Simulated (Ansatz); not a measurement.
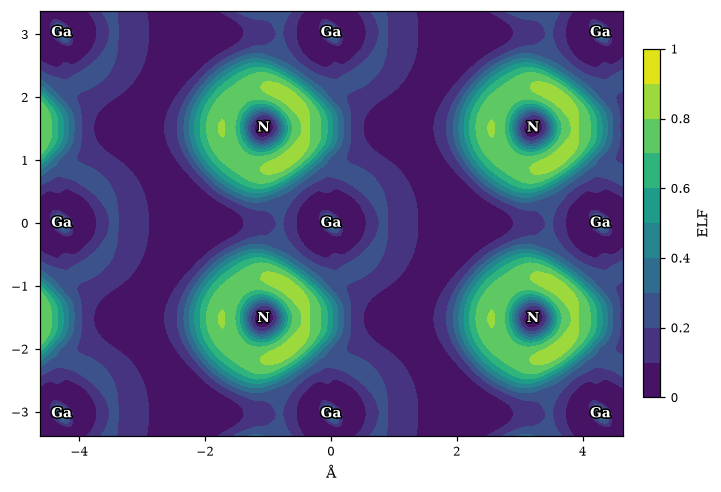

*GaN. Electron localisation function on the (011) plane of the conventional cell.*

Space group F-43m; a structure from a database of computed crystals, not necessarily the ambient phase; changed on purpose from its base cell (strain -0.050 along x and y, -0.050 along z, atoms carried along); computed pressure about 46 GPa in this cell.

Method: Ansatz 0.2.0, DFT PBE, scalar-relativistic, plane waves, PAW.

Core electrons are frozen (PAW), and the valence fields are smoothed inside the atomic spheres.

Input

```
crystal:
  lattice:
    - [0.0, 2.1408255771, 2.1408255771]
    - [2.1408255771, 0.0, 2.1408255771]
    - [2.1408255771, 2.1408255771, 0.0]
  atoms:
    - { symbol: Ga, position: [0.0, 0.0, 0.0] }
    - { symbol: "N", position: [0.75, 0.75, 0.75] }
basis:
  ecutwfc: 420
kpoints:
  mp_grid: { grid: [10, 10, 10] }
hamiltonian:
  xc: pbe
scf:
  occupations: { method: gaussian, width: 0.05 }
output:
  forces: true
  stress: true
  eigenvalues: true
  write_density: true
  write_potential: true
  elf: true
  volumetric_format: npy
```

Run with:

```sh
ansatz run input.yaml --threads 1 --pin off --max-ram 2560MiB --backend cpu --events-out ev --progress --plain --runs-dir out
```

Below, planes, directions and counts refer to the conventional cell (a = 4.28 Å, b = 4.28 Å, c = 4.28 Å, α = 90.00°, β = 90.00°, γ = 90.00°).

> What do the fields say about this system?

- The plane passes through Ga and N nuclei.
- Ga–N (1.85 Å): the ELF peaks at about 0.85 in the valence shell of N, 0.6 Å from its nucleus, and is about 0.50 at the midpoint.

> Does the calculation give a band gap?

It is gapped, with a Kohn–Sham gap of 2.7 eV on the k-point mesh, an upper bound to the gap of this method.
